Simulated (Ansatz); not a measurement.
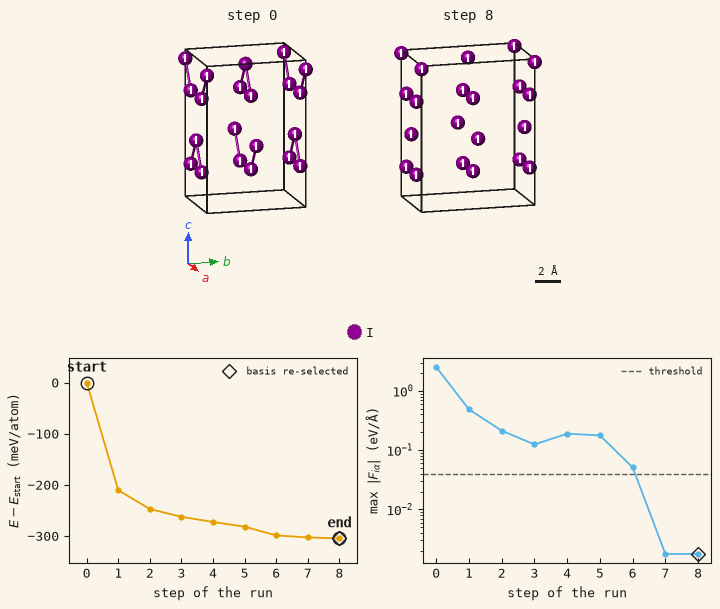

First and last geometry of a relaxation of crystalline I (built on the random type) (coarse preliminary run), with the history of the run. Style: ball-and-stick. Shown: the conventional cell (4 times the calculation's cell), slightly off an axis. Lengths and directions refer to the drawn axes.

Case: random cell with space group Fmm2 (No. 42).

Computed with DFT PBE, scalar-relativistic, plane waves, PAW in Ansatz. Set-up: plane-wave cutoff 420 eV; k-point mesh 4 × 4 × 4; occupations gaussian; smearing width 0.1 eV; no spin polarisation; cell and atoms relaxed; force threshold 0.04 eV/Å; at most 70 steps.

**Did the run converge, and what did it change?**

It converged. After 7 accepted moves (8 points after the start) the energy has fallen by 305 meV per atom. The largest force component goes from 2.5 to 0.0018 eV/Å. The pressure goes from 2.97 to 0.00 GPa. At 1 point the geometry stayed and the basis and grid were re-selected for the new cell (energy shift of 1.9 meV per atom at most each time). The atom that moves furthest relative to the cell is an I atom (0.51 Å along +c). The drawn cell changes as follows: a 6.470 → 6.026 Å (−6.9 %), b 8.323 → 9.540 Å (+14.6 %), c 12.234 → 12.158 Å (−0.6 %); the volume changes by +6.1 %. Among the contacts that change: I–I 4.149 → 3.392 Å, I–I 2.808 → 3.393 Å, I–I 3.235 → 3.013 Å. The space group (tolerance 0.01 Å) goes from Fmm2 (No. 42) to Fmmm (No. 69).

| step | E − E(0), meV/atom | largest force component, eV/Å | pressure, GPa | volume, Å³/atom | note |
| --- | --- | --- | --- | --- | --- |
| 0 | 0.00 | 2.5105 | 2.97 | 54.896 |  |
| 1 | -210.42 | 0.4857 | -0.18 | 55.776 |  |
| 2 | -247.07 | 0.2127 | 0.04 | 55.084 |  |
| 3 | -262.35 | 0.1246 | -0.28 | 57.047 |  |
| 4 | -272.39 | 0.1891 | -0.25 | 58.356 |  |
| 5 | -281.66 | 0.1771 | -0.21 | 59.928 |  |
| 6 | -298.65 | 0.0511 | -0.08 | 58.918 |  |
| 7 | -302.63 | 0.0018 | -0.07 | 58.243 |  |
| 8 | -304.54 | 0.0018 | 0.00 | 58.243 | same geometry, new basis |

Limits of the set-up: an odd number of electrons was run without spin polarisation, which fails if the electron would localise.
